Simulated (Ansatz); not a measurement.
```xyz
9
Lattice="3.1851 0.0000 0.0000 -1.5926 2.7584 0.0000 0.0000 0.0000 19.4910" Properties=species:S:1:pos:R:3 pbc="T T T"
Mo    0.0000    0.0000    0.0021
Mo    1.5926    0.9195    6.4991
Mo    0.0000    1.8390   12.9960
S     0.0000    0.0000    4.9470
S     1.5926    0.9195   11.4440
S     0.0000    1.8390   17.9411
S     0.0000    1.8390    1.5544
S     0.0000    0.0000    8.0516
S     1.5926    0.9195   14.5485
```

Space group R3m; computed without spin polarisation.

Level of theory: DFT, r2SCAN, PAW with Ansatz's default frozen-core files, scalar-relativistic; relaxation of cell and atoms in Ansatz.

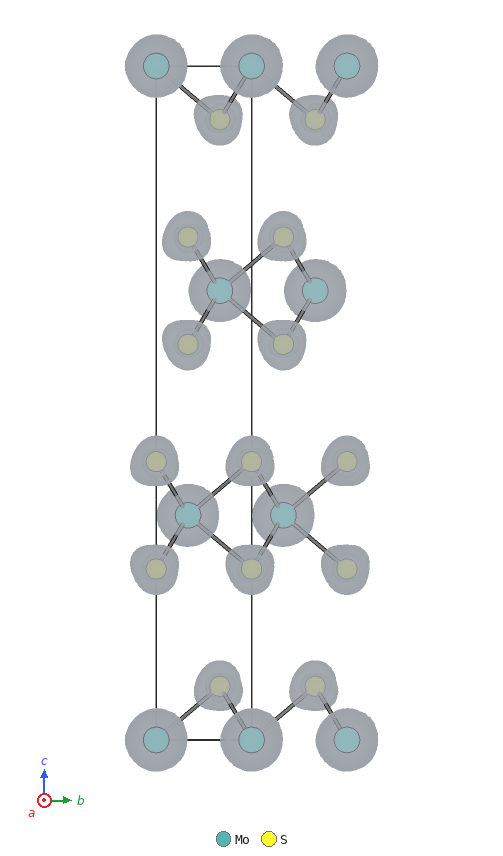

MoS₂. Isosurface of the valence charge density (pseudo) at 1 e/Å³ (grey), seen along the a axis. Sticks mark near contacts.

Which contacts does the surface bridge?

Answer. At this value the density breaks into separate islands; it holds about 45 % of the electrons treated as valence (semicore included). It bridges none of the near contacts. It is pinched off along the shortest Mo–S (2.41 Å) contacts. On the grid the lowest density along these lines, outside the cores, is 0.61 e/Å³ (Mo–S, 2.41 Å).
